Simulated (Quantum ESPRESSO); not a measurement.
**Run report: Ge, band-structure run (part 2 of 2)**

The same run, continued: Ge (Fd-3m, 2 atoms in the cell); Kohn-Sham DFT of a periodic cell, EV93, PseudoDojo 0.4.1 SR PBE standard, no spin polarisation (Quantum ESPRESSO 7.5); cutoff 1061.24 eV, 8×8×8 k-mesh, fermi-dirac of 0.05 eV. The structure derives from an entry of the Crystallography Open Database.

Geometry of the input (Å; fractional positions):
```
0.0000  2.8289  2.8289
2.8289  0.0000  2.8289
2.8289  2.8289  0.0000
Ge 0.7500  0.7500  0.7500
Ge 0.5000  0.5000  0.5000
```

### What the program printed, continued
```
   -15.2237 -15.2206 -15.2206 -15.1791 -15.1636 -15.0185 -14.9844 -14.9762
   -14.9762 -14.9608  -2.1710   7.9324   9.3154   9.3154  12.3668  12.6678
    13.9908  13.9908  17.9637  19.2461  19.8046

          k = 0.2652 0.0884-0.0884 (  3563 PWs)   bands (ev):

   -15.2361 -15.2286 -15.2132 -15.1657 -15.1446 -15.0379 -14.9996 -14.9797
   -14.9626 -14.9509  -1.7420   6.1319   8.7420   8.7632  12.4212  13.0048
    14.8345  15.3563  17.9085  19.7985  20.3533

          k = 0.3536 0.1768-0.1768 (  3553 PWs)   bands (ev):

   -15.2463 -15.2360 -15.1993 -15.1512 -15.1334 -15.0464 -15.0145 -14.9947
   -14.9514 -14.9399  -1.0104   4.2001   8.1087   8.4457  12.1442  13.6970
    15.0568  16.3274  19.7924  20.2412  20.6824

          k =-0.2652-0.4419 0.4419 (  3552 PWs)   bands (ev):

   -15.2503 -15.2409 -15.1874 -15.1401 -15.1359 -15.0392 -15.0271 -15.0092
   -14.9441 -14.9351  -0.2881   2.8950   7.6662   8.4336  11.9261  14.0303
    14.8133  17.9507  20.0323  21.6979  21.8343

          k =-0.1768-0.3536 0.3536 (  3557 PWs)   bands (ev):

   -15.2479 -15.2435 -15.1854 -15.1466 -15.1345 -15.0353 -15.0218 -15.0158
   -14.9410 -14.9385  -0.4852   3.2144   7.5278   8.7201  11.9281  14.2965
    14.5054  18.1414  19.4578  20.0627  21.6627

          k =-0.0884-0.2652 0.2652 (  3560 PWs)   bands (ev):

   -15.2420 -15.2393 -15.1960 -15.1576 -15.1404 -15.0325 -15.0164 -14.9974
   -14.9502 -14.9432  -1.2841   4.8104   7.7632   9.2347  12.1075  14.0555
    14.4460  16.3653  18.0861  20.1579  20.9020

          k = 0.0000-0.1768 0.1768 (  3557 PWs)   bands (ev):

   -15.2346 -15.2269 -15.2098 -15.1692 -15.1578 -15.0177 -15.0070 -14.9789
   -14.9676 -14.9514  -1.9267   6.6769   8.5307   9.7680  12.1355  13.3866
    13.7805  15.1806  18.0298  19.2122  19.9511

          k = 0.3536 0.0000 0.0000 (  3543 PWs)   bands (ev):

   -15.2328 -15.2328 -15.2231 -15.1553 -15.1200 -15.0678 -15.0063 -14.9625
   -14.9575 -14.9575  -1.4263   5.5806   8.1811   8.1811  11.6627  13.3314
    16.0980  16.0980  17.7812  20.6078  21.5952

          k = 0.4419 0.0884-0.0884 (  3546 PWs)   bands (ev):

   -15.2469 -15.2392 -15.2049 -15.1387 -15.1011 -15.0870 -15.0230 -14.9837
   -14.9471 -14.9392  -0.7784   4.2196   7.4476   7.8353  11.9208  13.3034
    16.2687  16.7536  19.8171  21.4284  22.2361

          k =-0.1768-0.5303 0.5303 (  3560 PWs)   bands (ev):

   -15.2589 -15.2446 -15.1816 -15.1223 -15.1017 -15.0835 -15.0413 -15.0089
   -14.9390 -14.9256   0.0312   2.9265   6.6495   7.8153  12.0755  14.6842
    16.1223  16.5281  20.8008  21.7942  22.6307

          k =-0.0884-0.4419 0.4419 (  3556 PWs)   bands (ev):

   -15.2618 -15.2480 -15.1695 -15.1188 -15.1114 -15.0626 -15.0554 -15.0220
   -14.9351 -14.9226   0.1845   2.7220   6.2548   8.1221  12.2375  15.5728
    15.9638  17.3371  18.5473  19.4630  23.0021

          k = 0.0000-0.3536 0.3536 (  3555 PWs)   bands (ev):

   -15.2541 -15.2476 -15.1744 -15.1451 -15.1191 -15.0513 -15.0287 -15.0213
   -14.9364 -14.9323  -0.5717   3.7750   6.5292   8.6775  12.4779  15.0586
    15.7061  15.9831  18.1668  20.2889  22.8624

          k = 0.5303-0.0000 0.0000 (  3539 PWs)   bands (ev):

   -15.2436 -15.2436 -15.2045 -15.1209 -15.1203 -15.0705 -15.0396 -14.9847
   -14.9401 -14.9401  -0.2144   3.3783   7.4249   7.4249  11.3130  12.3043
    18.3601  18.3601  20.0010  21.9511  23.7327

          k =-0.0884-0.6187 0.6187 (  3541 PWs)   bands (ev):

   -15.2543 -15.2471 -15.1800 -15.1357 -15.1008 -15.0596 -15.0546 -15.0102
   -14.9347 -14.9284   0.6018   2.3339   6.7637   7.3370  11.6368  12.6203
    18.3900  18.6222  21.2864  22.2525  22.7563

          k = 0.0000-0.5303 0.5303 (  3536 PWs)   bands (ev):

   -15.2639 -15.2489 -15.1667 -15.1113 -15.0903 -15.0752 -15.0727 -15.0239
   -14.9329 -14.9193   0.9297   2.0052   6.0730   7.5900  11.8707  14.6528
    17.6605  17.7593  18.9342  20.2457  24.5728

          k =-0.7071 0.0000 0.0000 (  3540 PWs)   bands (ev):

   -15.2478 -15.2478 -15.1689 -15.1689 -15.0796 -15.0796 -15.0229 -15.0229
   -14.9332 -14.9332   1.4138   1.4138   7.1645   7.1645  11.5156  11.5156
    19.8480  19.8480  22.5368  22.5368  23.2432

          k = 0.3536 0.1768 0.0000 (  3553 PWs)   bands (ev):

   -15.2432 -15.2403 -15.2004 -15.1532 -15.1246 -15.0583 -15.0118 -14.9907
   -14.9489 -14.9427  -1.2059   4.9307   7.4687   8.5970  12.8866  13.2218
    15.2918  15.8798  18.5150  20.8924  21.4198

          k =-0.2652-0.4419 0.6187 (  3557 PWs)   bands (ev):

   -15.2541 -15.2467 -15.1800 -15.1389 -15.1130 -15.0666 -15.0274 -15.0132
   -14.9382 -14.9313  -0.4161   3.4905   6.8228   8.1395  12.9476  13.9182
    15.5196  16.5810  19.7727  20.5646  22.5438

          k =-0.1768-0.3536 0.5303 (  3548 PWs)   bands (ev):

   -15.2590 -15.2480 -15.1709 -15.1280 -15.1147 -15.0614 -15.0428 -15.0211
   -14.9359 -14.9255   0.1226   2.6875   6.6505   7.9317  12.8757  14.0195
    16.1066  17.5004  18.5803  21.9199  22.1486

          k =-0.1768-0.5303 0.7071 (  3544 PWs)   bands (ev):

   -15.2514 -15.2510 -15.1835 -15.1212 -15.1067 -15.0810 -15.0412 -15.0056
   -14.9331 -14.9326  -0.0501   3.1669   6.8345   7.3879  12.5039  13.1786
    16.1169  18.2343  20.6478  21.2506  23.2055

          k =-0.0884-0.4419 0.6187 (  3545 PWs)   bands (ev):

   -15.2622 -15.2533 -15.1593 -15.1091 -15.1023 -15.0781 -15.0613 -15.0290
   -14.9296 -14.9212   0.7071   2.2648   6.2570   7.2147  12.9069  14.7318
    15.7121  17.5391  19.4794  22.1130  22.7351

          k = 0.0000-0.3536 0.5303 (  3557 PWs)   bands (ev):

   -15.2625 -15.2529 -15.1598 -15.1163 -15.0912 -15.0864 -15.0566 -15.0289
   -14.9304 -14.9214   0.3846   2.6257   6.1217   7.5566  13.2060  15.0012
    15.6377  17.2168  18.8751  20.1322  24.4020

          k =-0.7071 0.1768-0.0000 (  3542 PWs)   bands (ev):

   -15.2551 -15.2551 -15.1509 -15.1509 -15.0810 -15.0810 -15.0382 -15.0382
   -14.9271 -14.9271   1.4551   1.4551   6.7841   6.7841  12.6022  12.6022
    18.0785  18.0785  21.6202  21.6202  23.3875

          k =-0.7071 0.3536 0.0000 (  3552 PWs)   bands (ev):

   -15.2609 -15.2609 -15.1290 -15.1290 -15.0859 -15.0859 -15.0546 -15.0546
   -14.9220 -14.9220   1.4983   1.4983   6.4717   6.4717  14.7471  14.7471
    15.4209  15.4209  21.5249  21.5249  23.4729

     the Fermi energy is    10.4105 ev

!    total energy              =    -359.80325817 Ry
     estimated scf accuracy    <          7.2E-11 Ry
     smearing contrib. (-TS)   =      -0.00000298 Ry
     internal energy E=F+TS    =    -359.80325519 Ry

     The total energy is F=E-TS. E is the sum of the following terms:
     one-electron contribution =    -184.02674823 Ry
     hartree contribution      =     111.85316505 Ry
     xc contribution           =     -90.12891381 Ry
     ewald contribution        =    -197.50075820 Ry

     convergence has been achieved in   8 iterations

     Forces acting on atoms (cartesian axes, Ry/au):

     atom    1 type  1   force =     0.00000000   -0.00000000    0.00000000
     atom    2 type  1   force =    -0.00000000    0.00000000   -0.00000000

     Total force =     0.000000     Total SCF correction =     0.000000

     Computing stress (Cartesian axis) and pressure

          total   stress  (Ry/bohr**3)                   (kbar)     P=      188.11
   0.00127877   0.00000000   0.00000000          188.11        0.00        0.00
   0.00000000   0.00127877   0.00000000            0.00      188.11        0.00
   0.00000000   0.00000000   0.00127877            0.00        0.00      188.11

=------------------------------------------------------------------------------=
   JOB DONE.
=------------------------------------------------------------------------------=
```

### File pp_density.out
```
This program is part of the open-source Quantum ESPRESSO suite
     for quantum simulation of materials; please cite
         "P. Giannozzi et al., J. Phys.:Condens. Matter 21 395502 (2009);
         "P. Giannozzi et al., J. Phys.:Condens. Matter 29 465901 (2017);
         "P. Giannozzi et al., J. Chem. Phys. 152 154105 (2020);
          URL
     in publications or presentations arising from this work. More details at

     ./tmp/pwscf.save/

     IMPORTANT: XC functional enforced from input :
     Exchange-correlation= EV93
                           (   1   4  25   0   0   0   0)
     Any further DFT definition will be discarded
     Please, verify this is what you really want

     G-vector sticks info
     --------------------
     sticks:   dense  smooth     PW     G-vecs:    dense   smooth      PW
     Sum        1237    1237    361                28475    28475    4573

     Using Slab Decomposition

     Calling punch_plot, plot_num =   0
     Writing data to file  density.dat
     Reading data from file  density.dat

     Writing data to be plotted to file density.cube
     Plot Type: 3D                     Output format: Gaussian cube

=------------------------------------------------------------------------------=
   JOB DONE.
=------------------------------------------------------------------------------=
```

### File pp_potential.out
```
This program is part of the open-source Quantum ESPRESSO suite
     for quantum simulation of materials; please cite
         "P. Giannozzi et al., J. Phys.:Condens. Matter 21 395502 (2009);
         "P. Giannozzi et al., J. Phys.:Condens. Matter 29 465901 (2017);
         "P. Giannozzi et al., J. Chem. Phys. 152 154105 (2020);
          URL
     in publications or presentations arising from this work. More details at

     ./tmp/pwscf.save/

     IMPORTANT: XC functional enforced from input :
     Exchange-correlation= EV93
                           (   1   4  25   0   0   0   0)
     Any further DFT definition will be discarded
     Please, verify this is what you really want

     G-vector sticks info
     --------------------
     sticks:   dense  smooth     PW     G-vecs:    dense   smooth      PW
     Sum        1237    1237    361                28475    28475    4573

     Using Slab Decomposition

     Calling punch_plot, plot_num =  11
     Writing data to file  potential.dat
     Reading data from file  potential.dat

     Writing data to be plotted to file potential.cube
     Plot Type: 3D                     Output format: Gaussian cube

=------------------------------------------------------------------------------=
   JOB DONE.
=------------------------------------------------------------------------------=
```

### File pp_elf.out
```
This program is part of the open-source Quantum ESPRESSO suite
     for quantum simulation of materials; please cite
         "P. Giannozzi et al., J. Phys.:Condens. Matter 21 395502 (2009);
         "P. Giannozzi et al., J. Phys.:Condens. Matter 29 465901 (2017);
         "P. Giannozzi et al., J. Chem. Phys. 152 154105 (2020);
          URL
     in publications or presentations arising from this work. More details at

     ./tmp/pwscf.save/

     IMPORTANT: XC functional enforced from input :
     Exchange-correlation= EV93
                           (   1   4  25   0   0   0   0)
     Any further DFT definition will be discarded
     Please, verify this is what you really want

     G-vector sticks info
     --------------------
     sticks:   dense  smooth     PW     G-vecs:    dense   smooth      PW
     Sum        1237    1237    361                28475    28475    4573

     Using Slab Decomposition

     Calling punch_plot, plot_num =   8
     Message from routine do_elf_kin:
     elf/kin + US not fully implemented
     Writing data to file  elf.dat
     Reading data from file  elf.dat

     Writing data to be plotted to file elf.cube
     Plot Type: 3D                     Output format: Gaussian cube

=------------------------------------------------------------------------------=
   JOB DONE.
=------------------------------------------------------------------------------=
```

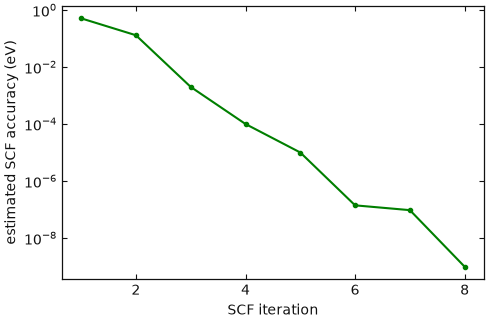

**Figure 1.** Convergence of the self-consistent field: estimated SCF accuracy against the iteration. The field takes 8 iterations in all.

### Summary

| quantity | value |
| --- | --- |
| outcome | converged |
| space group (tolerance 0.01 Å) | Fd-3m (227) |
| electrons treated | 28 |
| free energy | −4895.3727 eV |
| Fermi energy | 10.410 eV |
| gap on the k-point mesh | 0.46 eV |
| gap on the band path | 0.46 eV |
| pressure | 18.81 GPa |
| largest force (length of the vector) | under 0.001 eV/Å |
| hardware | 1 thread of AMD EPYC (Zen 3), 24 GiB of memory available, shared host |
| wall time | 66 s |
| peak memory | 0.11 GiB |

### Remarks

Further notes kept with the run: potentials made for another functional. Points of doubt noted for this run: potentials made for another functional. The cell is under a pressure of 18.8 GPa at this level, so it is not at its equilibrium volume.
